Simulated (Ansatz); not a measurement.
Zn₇Se₈ (cell with a defect)

```yaml
crystal:
  lattice:
    - [0.00000, 5.73176, -5.73176]
    - [5.73176, 5.73176, 0.00000]
    - [5.73176, 0.00000, -5.73176]
  atoms:
    - { symbol: Zn, position: [0.49768, 0.00168, 0.99648] }
    - { symbol: Zn, position: [0.00756, 0.49193, 0.99306] }
    - { symbol: Zn, position: [0.00406, 0.00145, 0.99657] }
    - { symbol: Zn, position: [0.49788, 0.49570, 0.50271] }
    - { symbol: Zn, position: [0.49418, 0.00499, 0.50661] }
    - { symbol: Zn, position: [0.00375, 0.49570, 0.50266] }
    - { symbol: Zn, position: [0.00091, 0.99848, 0.49974] }
    - { symbol: Se, position: [0.37579, 0.37788, 0.37063] }
    - { symbol: Se, position: [0.37715, 0.87423, 0.37520] }
    - { symbol: Se, position: [0.87649, 0.37482, 0.37222] }
    - { symbol: Se, position: [0.87337, 0.87419, 0.37529] }
    - { symbol: Se, position: [0.38038, 0.37360, 0.87470] }
    - { symbol: Se, position: [0.37595, 0.86866, 0.87934] }
    - { symbol: Se, position: [0.87156, 0.37343, 0.87471] }
    - { symbol: Se, position: [0.87638, 0.87111, 0.87599] }
```

Spin-polarised.

Level of theory: DFT PBE, scalar-relativistic, plane waves, PAW in Ansatz.

Question: Predict the valence pseudo-density and electron localisation function between the atoms.

Answer: Zn–Se (2.46 Å): the density is about 0.45 e/Å³ at the midpoint; the ELF is about 0.60 at the midpoint.
Zn–Se (2.51 Å): ρ at the midpoint is about 0.42 e/Å³; the ELF is about 0.60 at the midpoint.

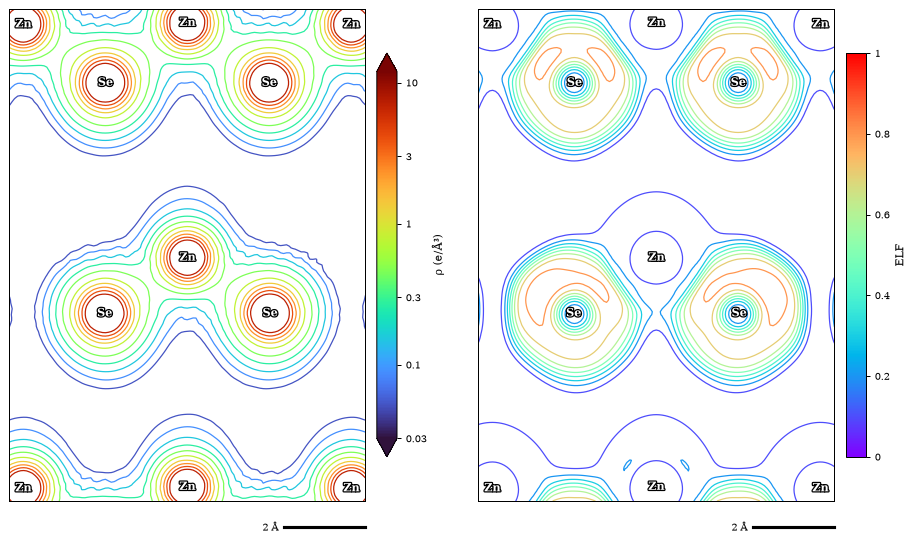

Computed valence pseudo-density and electron localisation function on the (11̄0) plane of the calculation cell, in this order. 

In a PAW calculation such maps are meaningful between the atoms, not at the nuclei.
